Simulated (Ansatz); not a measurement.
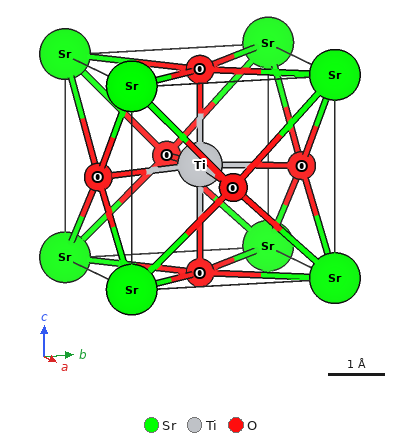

The structure as given in the input (ball-and-stick view of the cell of the calculation, set on other vectors, seen slightly off an axis). An atom can appear more than once, as a periodic image.

## Single-point calculation of SrTiO3

System: SrTiO3 (5 atoms in the cell).
Method: DFT PBEsol, scalar-relativistic, plane waves, PAW, PAW set soft_1, no spin polarisation (Ansatz 0.2.0).

The structure derives from an entry of the Crystallography Open Database. Figures and captions count atoms from 1; the log counts them from 0 in places.

What the program printed:
```
Warning: [file] the record states the generating functional pbe (its physics header spells it `PBE`), which answers neither for hamiltonian.xc's functional nor for the pbesol family's — results may be inconsistent (PPs are generated against a specific XC)
Warning: [file] the record states the generating functional pbe (its physics header spells it `PBE`), which answers neither for hamiltonian.xc's functional nor for the pbesol family's — results may be inconsistent (PPs are generated against a specific XC)
Warning: [file] the record states the generating functional pbe (its physics header spells it `PBE`), which answers neither for hamiltonian.xc's functional nor for the pbesol family's — results may be inconsistent (PPs are generated against a specific XC)
Engine: ansatz 0.2.0, aarch64-unknown-linux-gnu
Pseudopotentials: kind: paw
Pseudopotential: Sr, paw, valence charge 10, recommended cutoff 420 eV (normal), [file]
Pseudopotential: Ti, paw, valence charge 12, recommended cutoff 420 eV (normal), [file]
Pseudopotential: O, paw, valence charge 6, recommended cutoff 420 eV (normal), [file]
Functional definition: PBEsol
  exchange = pbesol_x
  correlation = pbesol_c
Crystal: 5 atoms, lattice volume = 54.307 Å³
Basis set: ecut = 520 eV, 1423 PW (Γ), exchange–correlation on 60×60×60 points (8 copies of the dense FFT grid, shifted against one another)
Bands: 25, of which v1, the nominal top of the filled ones, is band 20 counted from 1 (19 counted from 0)
Symmetry: 4 space group operations
Space group: Pmm2 (ITA 25), of the structure as read, at distance tolerance 3.8e-5 Å
k-points: 125 of 512 (time reversal used)
Non-local potential: Sr, projectors of the file, l = 0: 3, l = 1: 2, l = 2: 2
Non-local potential: Ti, projectors of the file, l = 0: 3, l = 1: 2, l = 2: 3, l = 3: 1
Non-local potential: O, projectors of the file, l = 0: 2, l = 1: 2, l = 2: 1
PAW form: soft (Blöchl's): semilocal exchange-correlation on the pseudo side does not see the compensation charge
PAW frozen core: Sr, regenerated for the run's functional, and the local potential with it (the file was generated under x = pbe(κ = 0.804, μ = 0.2195149727645171), c = pbe(β = 0.06672455060314922))
PAW frozen core: Ti, regenerated for the run's functional, and the local potential with it (the file was generated under x = pbe(κ = 0.804, μ = 0.2195149727645171), c = pbe(β = 0.06672455060314922))
PAW frozen core: O, regenerated for the run's functional, and the local potential with it (the file was generated under x = pbe(κ = 0.804, μ = 0.2195149727645171), c = pbe(β = 0.06672455060314922))
PAW one-centre angular grid: Sr, 110 points (default); XC on 64 Gauss nodes
PAW one-centre angular grid: Ti, 590 points (default); XC on 64 Gauss nodes
PAW one-centre angular grid: O, 110 points (default); XC on 64 Gauss nodes
Initial density: superposition of atomic densities (chi_scale 0.1, normalization cell, long waves kept (reshape's long-wave potential 0.00 eV rms))
Initial wavefunctions: pseudopotential atomic-orbital guess
Functional: x = pbesol(κ = 0.804, μ = 0.12345679012345678), c = pbesol(β = 0.046)
SCF iter   1: F=—  HF=-7657.075904 eV  |F-HF|=—  |Δ(HF+E_count)|=         —  Δρ=5.20e-2  dr2=1.20e0  ethr=3.10e-3  ⟨swp⟩=7.8  Hψ=16317  notcnv=0
preconditioner: auto → Resta (q_TF=auto, 2.593 Å⁻¹)  ε∞=5.2  [insulator: Δε(μ)=2.198 eV  Ē_g=13.389 eV  σ=0.050 eV  W_gap=1.00  n_scr=18 (ndim 8)  ℏωp=27.6 eV  f_vac=0.000  D(μ)=0.00/eV (n_scr^D=0)  ε∞_Penn≈5.2]
SCF iter   2: F=—  HF=-7656.968927 eV  |F-HF|=—  |Δ(HF+E_count)|=   1.07e-1  Δρ=2.91e-2  dr2=4.39e-1  ethr=2.99e-3  ⟨swp⟩=2.2  Hψ=4652  notcnv=0  defer=125
SCF iter   3: F=—  HF=-7656.915690 eV  |F-HF|=—  |Δ(HF+E_count)|=   5.32e-2  Δρ=5.78e-3  dr2=9.61e-3  ethr=1.10e-3  ⟨swp⟩=2.6  Hψ=6447  notcnv=0  defer=125
SCF iter   4: F=—  HF=-7656.918350 eV  |F-HF|=—  |Δ(HF+E_count)|=   2.66e-3  Δρ=2.14e-3  dr2=1.60e-3  ethr=2.40e-5  ⟨swp⟩=2.6  Hψ=5407  notcnv=0  defer=125
SCF iter   5: F=—  HF=-7656.918718 eV  |F-HF|=—  |Δ(HF+E_count)|=   3.67e-4  Δρ=2.99e-4  dr2=4.06e-5  ethr=4.00e-6  ⟨swp⟩=2.4  Hψ=5326  notcnv=0  defer=125
SCF iter   6: F=—  HF=-7656.918857 eV  |F-HF|=—  |Δ(HF+E_count)|=   1.39e-4  Δρ=8.34e-5  dr2=4.32e-6  ethr=1.02e-7  ⟨swp⟩=2.0  Hψ=5247  notcnv=0  defer=125
SCF iter   7: F=—  HF=-7656.918858 eV  |F-HF|=—  |Δ(HF+E_count)|=   1.30e-6  Δρ=2.36e-5  dr2=3.16e-7  ethr=1.08e-8  ⟨swp⟩=2.4  Hψ=5025  notcnv=0  defer=125
SCF iter   8: F=-7656.918858 eV  HF=-7656.918858 eV  |F-HF|=2.12e-8  |Δ(HF+E_count)|=   6.92e-9  Δρ=9.67e-6  dr2=4.02e-8  ethr=2.50e-10  ⟨swp⟩=17.6  Hψ=27450  notcnv=0
SCF 1 converged in 8 iterations: F = -7656.918858 eV  dr2 = 4.02e-8
  greatest PAW one-centre occupation: 0.998 electrons in one spin orbital (limit 2), on the Ti atom at site 1 (counted from 0), in its partial waves of l = 0
SCF converged after 8 iterations
Free energy (F): -7656.918858 eV
Harris-Foulkes:  -7656.918858 eV  (|F-HF|=2.12e-8)
Internal energy: -7656.918858 eV  (E = F + TS)
E sigma→0 (E₀):  -7656.918858 eV
Fermi energy:    12.202085 eV
--- Per-component energies (eV) ---
  E_band       = -154.611769
  E_kinetic    = 1030.813002
  E_local      = -2344.721347  (includes V_loc(G=0)·N_el)
  E_nonlocal   = 453.239552
  E_hartree    = 816.561375
  E_xc         = -507.558745
  E_vxc        = -581.211826  (∫ρ·V_xc dr)
  E_paw        = -4127.928493  (= ΣΔE_a)
  E_vpaw       = -345.852197  (= ΣTr[D̂ρ^β])
  E_aug_tail   = 0.000632  (compensation charges beyond the density's cutoff)
  E_ewald      = -2977.704431
  E_core_change = 0.379596  (= ΣΔE_core)
  E_smearing   = -0.000000  (= −TS)
  E_closure    = 0.000000  (closes the sum)
  Σ components = -7656.918858   (vs F -7656.918858, Δ=0.00e0)
--- Forces (eV/Å), atoms counted from 1 ---
  atom   1  Sr    -0.08791841     0.00000000     0.00000000
  atom   2  Ti    -1.18408563     0.00000000     0.00000000
  atom   3  O      1.33067236     0.00000000    -0.00000000
  atom   4  O     -0.15317156     0.00000000     0.00000000
  atom   5  O      0.09448475     0.00000000    -0.00000000
  max |Σ_I F_I| component: 1.85e-5 eV/Å
--- Stress (GPa, compression-positive) ---
       27.619826       0.000000      -0.000000
        0.000000      23.007775       0.000000
       -0.000000       0.000000       9.699645
  P = ⅓ Tr σ = 20.1091 GPa (201.091 kbar)
--- Band table (eV; the first three rows and the last of 125) ---
  k-point 0: bands = ["-44.4447", "-21.1412", "-21.0172", "-20.9315", "-20.8630", "-6.5287", "-5.5391", "-5.3118", "-3.2564", "-3.1794", "-3.1518", "8.1179", "8.3548", "8.4040", "9.5549", "9.7018", "9.8536", "10.6992", "10.7325", "10.7680", "13.2217", "13.5592", "13.6984", "16.1742", "16.2571"]
  k-point 1: bands = ["-44.4445", "-21.1531", "-21.0171", "-20.9309", "-20.8576", "-6.5704", "-5.5315", "-5.2899", "-3.1716", "-3.1476", "-3.1241", "7.9422", "8.3248", "8.3792", "9.3742", "9.5680", "9.6839", "10.2597", "10.5899", "10.7662", "13.5718", "13.7278", "13.7557", "16.4843", "16.6849"]
  k-point 2: bands = ["-44.4441", "-21.1817", "-21.0163", "-20.9296", "-20.8450", "-6.6983", "-5.5145", "-5.1667", "-3.1526", "-3.1261", "-2.8488", "7.5162", "8.2447", "8.3163", "8.9559", "9.2628", "9.2820", "9.5791", "10.3820", "10.5936", "13.7666", "14.3219", "14.3703", "16.7012", "17.3879"]
  k-point 124: bands = ["-44.4394", "-21.1377", "-21.0498", "-21.0373", "-20.9301", "-4.9130", "-4.8920", "-4.8840", "-3.6270", "-3.5821", "-3.5079", "6.2783", "6.5118", "6.8757", "6.9766", "7.2362", "7.3359", "11.0594", "11.1403", "11.1825", "16.2591", "16.3145", "16.5020", "18.2279", "18.3691"]
```

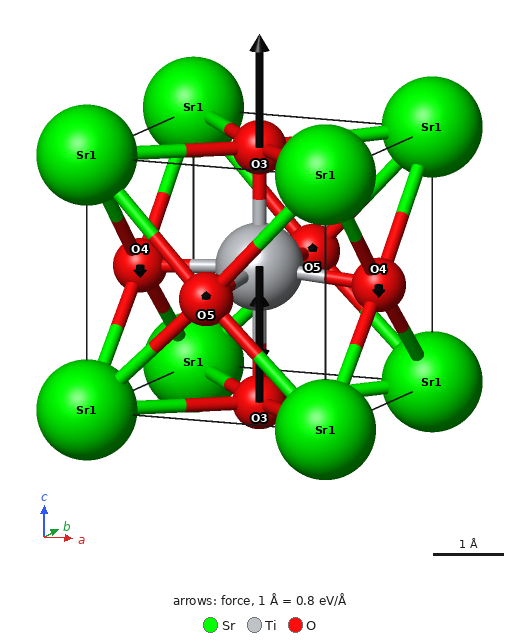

Forces on the atoms as black arrows (ball-and-stick view of the cell of the calculation, set on other vectors, seen slightly off an axis; atoms are numbered from 1 in the order of the input); the smallest are left out. The largest act on O3 (1.33 eV/Å); Ti2 (1.18 eV/Å). The geometry is not a stationary point of this energy.

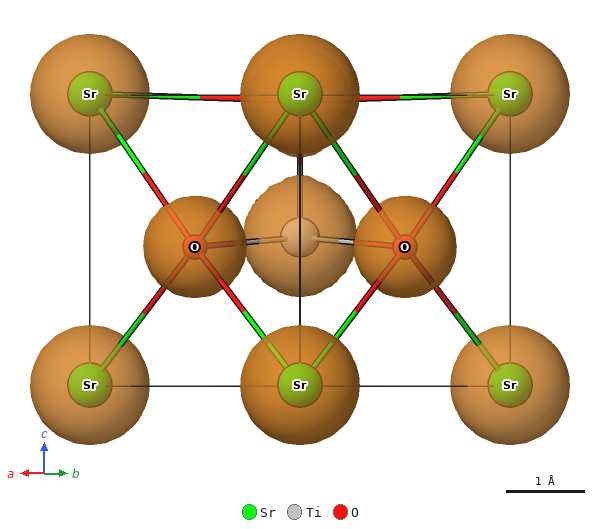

Isosurface of the valence pseudo-density at 1.5 e/Å³ (orange), seen along [110]. Sticks mark near contacts. The outline is the cell set on symmetry axes. At this value the density breaks into separate islands; it holds about 60 % of the electrons treated as valence (semicore included). It is pinched off along the Ti–O (1.75 Å), Sr–O (2.57 Å), Ti–O (1.87 Å) and Ti–O (1.95 Å) contacts. On the grid the lowest density along these lines, outside the cores, is 1.2 e/Å³ (Ti–O, 1.75 Å), 0.22 e/Å³ (Sr–O, 2.57 Å), 0.87 e/Å³ (Ti–O, 1.87 Å) and 0.72 e/Å³ (Ti–O, 1.95 Å). Core electrons are frozen (PAW), so the fields are smoothed inside the atomic spheres.

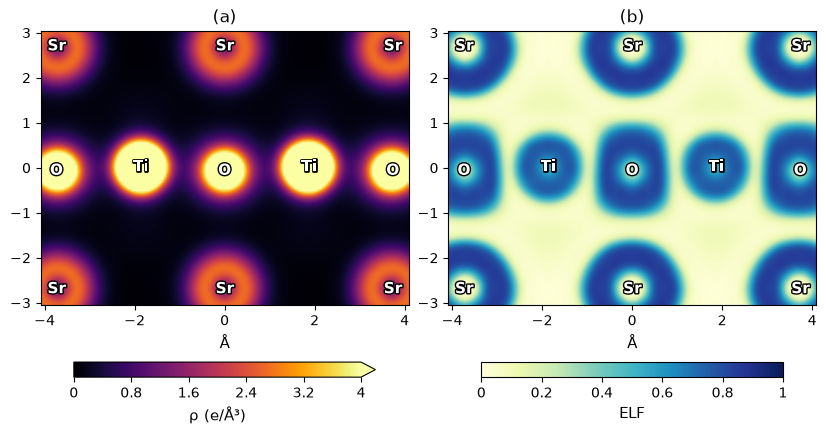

(a) valence charge density (pseudo); (b) ELF on the (011̄) plane of the conventional cell. Ti–O (1.87 Å): ρ is about 0.87 e/Å³ halfway; the ELF is about 0.20 at the midpoint. Sr–O (2.63 Å): the density is about 0.2 e/Å³ at the midpoint; the ELF is about 0.05 at the midpoint (ionic bonding with no shared pair). Sr–O (2.77 Å): ρ is about 0.15 e/Å³ halfway; the ELF is about 0.05 at the midpoint (a contact without a shared pair). Away from the nuclei the density in this plane falls to 0.04 e/Å³ at its lowest. The strong features right at Sr and Ti lie inside the PAW spheres (semicore, d or f shells) and say nothing about bonding.

This output came from the following input.

The input:
```yaml
crystal:
  lattice:
    - [3.7357262784, 0.0, 0.0]
    - [0.0, 3.7357262784, 0.0]
    - [0.0, 0.0, 3.89138154]
  atoms:
    - { symbol: Sr, position: [0.0048145112, 0.0, 0.0] }
    - { symbol: Ti, position: [0.5118852015, 0.5, 0.5] }
    - { symbol: O, position: [-0.019421961, 0.5, 0.5] }
    - { symbol: O, position: [0.4787479076, 0.0, 0.5] }
    - { symbol: O, position: [0.4787479076, 0.5, 0.0] }
basis:
  ecutwfc: 520.0
kpoints:
  mp_grid: { grid: [8, 8, 8] }
hamiltonian:
  xc: pbesol
  pseudopotentials: { kind: paw, azcp: { folder: soft_1 } }
scf:
  occupations: { method: gaussian, width: 0.05 }
output:
  forces: true
  stress: true
  eigenvalues: true
  write_density: true
  write_potential: true
  elf: true
  volumetric_format: npy
```

Run as:
```bash
ansatz run input.yaml --threads 2 --pin off --max-ram 4096MiB --backend cpu --events-out ev --progress --plain --runs-dir out
```

Results in brief:

| quantity | value |
| --- | --- |
| outcome | converged |
| space group (tolerance 0.01 Å) | Pmm2 (25) |
| electrons treated | 40 |
| free energy | −7656.9189 eV |
| Fermi energy | 12.202 eV |
| gap on the k-point mesh | 2.04 eV |
| pressure | 20.11 GPa |
| largest force (length of the vector) | 1.331 eV/Å |
| hardware | 2 threads of Arm Neoverse N1, 98 GiB of memory available, shared host |
| wall time | 34 s (CPU time 68 s) |
| peak memory | 0.51 GiB |

Notes:

The program warns: the PAW datasets were made with another functional.
